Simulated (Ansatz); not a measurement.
Run report: W, single-point calculation (part 2 of 2)

The same run, continued: W (slab, 16 atoms in the cell); DFT PBE, scalar-relativistic, plane waves, PAW, PAW set soft_1, no spin polarisation (Ansatz 0.2.0); cutoff 420 eV, 4×4×1 k-mesh, Gaussian smearing of 0.1 eV. The structure derives from an entry of the Crystallography Open Database.

Geometry of the input (Å; fractional positions):
```
6.3674  0.0000  0.0000
0.0000  6.3674  0.0000
0.0000  0.0000  20.1426
W  0.2500  0.2500  0.1986
W  0.2500  0.7500  0.1986
W  0.7500  0.2500  0.1986
W  0.7500  0.7500  0.1986
W  0.0000  0.0000  0.2776
W  0.0000  0.5000  0.2776
W  0.5000  0.0000  0.2776
W  0.5000  0.5000  0.2776
W  0.2500  0.2500  0.3599
W  0.2500  0.7500  0.3599
W  0.7500  0.2500  0.3599
W  0.7500  0.7500  0.3599
W  0.0000  0.0000  0.4291
W  0.0000  0.5000  0.4291
W  0.5000  0.0000  0.4291
W  0.5000  0.5000  0.4291
```

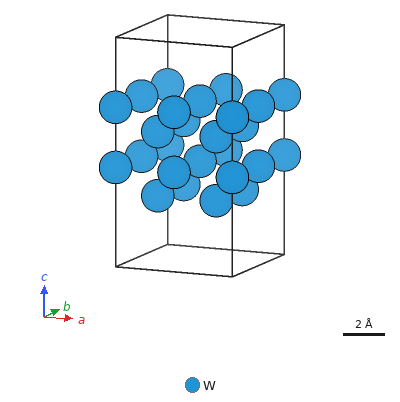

Fig. 1: The structure (spheres-only view of the cell of the calculation, with the vacuum cut short, seen slightly off an axis). An atom can appear more than once, as a periodic image.

Log, continued
```
--- Forces (eV/Å), atoms counted from 1 ---
  atom   1  W      0.00000000     0.00000000     2.00523416
  atom   2  W      0.00000000    -0.00000000     2.00523416
  atom   3  W      0.00000000    -0.00000000     2.00523416
  atom   4  W      0.00000000    -0.00000000     2.00523416
  atom   5  W     -0.00000000     0.00000000    -2.04542656
  atom   6  W      0.00000000     0.00000000    -2.04542656
  atom   7  W      0.00000000     0.00000000    -2.04542656
  atom   8  W      0.00000000     0.00000000    -2.04542656
  atom   9  W     -0.00000000     0.00000000     0.02904596
  atom  10  W     -0.00000000     0.00000000     0.02904596
  atom  11  W     -0.00000000    -0.00000000     0.02904596
  atom  12  W     -0.00000000     0.00000000     0.02904596
  atom  13  W     -0.00000000    -0.00000000     0.01113769
  atom  14  W     -0.00000000    -0.00000000     0.01113769
  atom  15  W      0.00000000    -0.00000000     0.01113769
  atom  16  W     -0.00000000     0.00000000     0.01113769
  max |Σ_I F_I| component: 3.50e-5 eV/Å
--- Band table (eV; the first three rows and the last of 6) ---
  k-point 0: bands = ["-69.6807", "-69.6182", "-69.6182", "-69.6100", "-69.5951", "-69.5951", "-69.5909", "-69.5873", "-69.5456", "-69.5079", "-69.5079", "-69.4992", "-69.4631", "-69.4631", "-69.4549", "-69.3984", "-34.4163", "-34.4163", "-34.4163", "-34.4163", "-34.3709", "-34.3709", "-34.1239", "-34.0896", "-34.0896", "-34.0692", "-34.0692", "-34.0634", "-34.0634", "-34.0335", "-34.0293", "-34.0293", "-33.9009", "-33.8836", "-33.8326", "-33.8326", "-33.7850", "-33.7333", "-33.7333", "-33.7166", "-33.7087", "-33.6749", "-33.6749", "-33.6536", "-33.6536", "-33.6157", "-33.6157", "-33.5912", "-33.5912", "-33.5525", "-33.5525", "-33.5418", "-33.5418", "-33.4798", "-33.4798", "-33.4055", "-33.3531", "-33.3531", "-33.2686", "-33.2686", "-33.2582", "-33.2582", "-33.2399", "-33.2399", "-4.1010", "-1.7497", "-1.2917", "-1.2917", "-1.1532", "-1.1532", "-0.8235", "-0.7462", "-0.6505", "-0.3510", "0.0943", "0.0943", "0.2781", "0.2781", "0.3409", "0.8016", "1.0895", "1.0895", "1.4818", "1.5101", "1.5121", "1.5121", "1.6883", "1.6883", "1.8210", "1.8210", "1.9048", "1.9048", "1.9293", "1.9293", "2.8941", "2.8941", "3.3951", "3.3951", "3.4364", "3.4364", "3.5413", "3.5505", "3.6140", "3.6140", "3.7723", "3.7723", "3.8083", "3.8756", "3.8756", "4.0058", "4.0058", "4.0709", "4.4776", "4.4776", "5.0028", "5.1497", "5.1497", "5.3459", "5.3459", "5.6859", "5.6859", "5.7448", "5.7448", "5.8387", "6.0723", "6.0723", "6.0860", "6.1538", "6.7332", "6.7332", "6.7386", "6.7386", "6.8962", "6.8962", "6.9025"]
  k-point 1: bands = ["-69.6741", "-69.6336", "-69.6170", "-69.6112", "-69.5940", "-69.5885", "-69.5865", "-69.5853", "-69.5461", "-69.5243", "-69.5066", "-69.5005", "-69.4619", "-69.4561", "-69.4457", "-69.4043", "-34.3964", "-34.3902", "-34.3871", "-34.3709", "-34.3409", "-34.3283", "-34.1943", "-34.1344", "-34.1143", "-34.1065", "-34.1058", "-34.0597", "-34.0422", "-34.0383", "-34.0116", "-33.9966", "-33.9439", "-33.8776", "-33.8456", "-33.8285", "-33.8165", "-33.7841", "-33.7565", "-33.7415", "-33.7368", "-33.7103", "-33.6605", "-33.6538", "-33.6511", "-33.6221", "-33.5747", "-33.5623", "-33.5574", "-33.5491", "-33.5202", "-33.5188", "-33.5172", "-33.4907", "-33.4604", "-33.3707", "-33.3657", "-33.3249", "-33.2832", "-33.2756", "-33.2727", "-33.2678", "-33.2546", "-33.2523", "-3.7662", "-1.8008", "-1.5354", "-1.0359", "-0.9542", "-0.8352", "-0.6120", "-0.6079", "-0.4937", "-0.2205", "-0.1258", "0.2480", "0.3024", "0.3136", "0.4273", "0.8934", "0.9983", "1.0616", "1.2714", "1.3752", "1.4720", "1.5720", "1.5860", "1.5966", "1.6686", "1.7705", "1.8930", "1.9003", "2.0516", "2.6401", "2.6646", "2.6753", "2.8461", "2.8776", "3.2016", "3.3006", "3.4943", "3.5569", "3.5660", "3.5695", "3.7130", "3.7790", "3.8149", "3.9754", "3.9960", "4.0842", "4.1756", "4.2283", "4.3325", "4.5007", "4.5321", "4.5378", "4.8410", "4.9673", "5.1174", "5.3227", "5.6343", "5.7187", "5.7605", "5.8480", "5.8974", "5.9858", "6.0565", "6.1049", "6.1357", "6.1517", "6.2875", "6.2900", "6.4059", "6.4716", "6.6577"]
  k-point 2: bands = ["-69.6565", "-69.6565", "-69.6141", "-69.6141", "-69.5912", "-69.5912", "-69.5798", "-69.5798", "-69.5425", "-69.5425", "-69.5036", "-69.5036", "-69.4590", "-69.4590", "-69.4212", "-69.4212", "-34.3658", "-34.3658", "-34.3057", "-34.3057", "-34.2885", "-34.2885", "-34.2148", "-34.2148", "-34.1964", "-34.1964", "-34.1204", "-34.1204", "-34.0278", "-34.0278", "-33.9593", "-33.9593", "-33.9515", "-33.9515", "-33.8366", "-33.8366", "-33.7720", "-33.7720", "-33.7634", "-33.7634", "-33.7425", "-33.7425", "-33.7285", "-33.7285", "-33.6368", "-33.6368", "-33.5575", "-33.5575", "-33.5230", "-33.5230", "-33.5157", "-33.5157", "-33.4540", "-33.4540", "-33.3831", "-33.3831", "-33.3471", "-33.3471", "-33.3035", "-33.3035", "-33.2898", "-33.2898", "-33.2518", "-33.2518", "-2.8684", "-2.8684", "-1.1421", "-1.1421", "-0.3819", "-0.3819", "-0.3041", "-0.3041", "-0.2609", "-0.2609", "0.0893", "0.0893", "0.4201", "0.4201", "0.4697", "0.4697", "0.5419", "0.5419", "1.3004", "1.3004", "1.4563", "1.4563", "1.8813", "1.8813", "1.9886", "1.9886", "2.1211", "2.1211", "2.1416", "2.1416", "2.4693", "2.4693", "2.7171", "2.7171", "2.8823", "2.8823", "3.1651", "3.1651", "3.3430", "3.3430", "3.6300", "3.6300", "3.9552", "3.9552", "3.9806", "3.9806", "4.0326", "4.0326", "4.1404", "4.1404", "4.8819", "4.8819", "4.9425", "4.9425", "5.0055", "5.0055", "5.1679", "5.1679", "5.4883", "5.4883", "5.8585", "5.8585", "5.9711", "5.9711", "5.9719", "5.9719", "6.5096", "6.5096", "6.5233", "6.5233", "6.5267"]
  k-point 5: bands = ["-69.6393", "-69.6393", "-69.6393", "-69.6393", "-69.5800", "-69.5800", "-69.5800", "-69.5800", "-69.5296", "-69.5296", "-69.5296", "-69.5296", "-69.4351", "-69.4351", "-69.4351", "-69.4351", "-34.2451", "-34.2451", "-34.2451", "-34.2451", "-34.2442", "-34.2442", "-34.2442", "-34.2442", "-34.1650", "-34.1650", "-34.1650", "-34.1650", "-34.0420", "-34.0420", "-34.0420", "-34.0420", "-33.9623", "-33.9623", "-33.9623", "-33.9623", "-33.8220", "-33.8220", "-33.8220", "-33.8220", "-33.6936", "-33.6936", "-33.6936", "-33.6936", "-33.5493", "-33.5493", "-33.5493", "-33.5493", "-33.5354", "-33.5354", "-33.5354", "-33.5354", "-33.4438", "-33.4438", "-33.4438", "-33.4438", "-33.3137", "-33.3137", "-33.3137", "-33.3137", "-33.2545", "-33.2545", "-33.2545", "-33.2545", "-1.8112", "-1.8112", "-1.8112", "-1.8112", "0.0069", "0.0069", "0.0069", "0.0069", "0.6802", "0.6802", "0.6802", "0.6802", "0.7404", "0.7404", "0.7404", "0.7404", "0.9201", "0.9201", "0.9201", "0.9201", "1.4850", "1.4850", "1.4850", "1.4850", "1.5281", "1.5281", "1.5281", "1.5281", "1.7852", "1.7852", "1.7852", "1.7852", "2.3213", "2.3213", "2.3213", "2.3213", "2.7117", "2.7117", "2.7117", "2.7117", "3.4306", "3.4306", "3.4306", "3.4306", "4.0409", "4.0409", "4.0409", "4.0409", "4.1492", "4.1492", "4.1492", "4.1492", "4.6091", "4.6091", "4.6091", "4.6091", "5.3087", "5.3087", "5.3087", "5.3087", "5.7039", "5.7039", "5.7039", "5.7039", "6.6474", "6.6474", "6.6474", "6.6474", "6.6748", "6.6748", "6.6748"]
```

Summary

```tsv
quantity	value
outcome	converged
electrons treated	224
free energy	−166153.5711 eV
work function, top face	4.09 eV
work function, bottom face	4.16 eV
Fermi energy	4.150 eV
gap on the k-point mesh	none (metallic)
work function (upper face)	4.09 eV
largest force (length of the vector)	2.045 eV/Å
hardware	8 threads of Arm Neoverse N1, 98 GiB of memory available, shared host
wall time	23 s (CPU time 2.9 min)
peak memory	2.5 GiB
```

Notes

Spin–orbit coupling is left out, which matters for W.
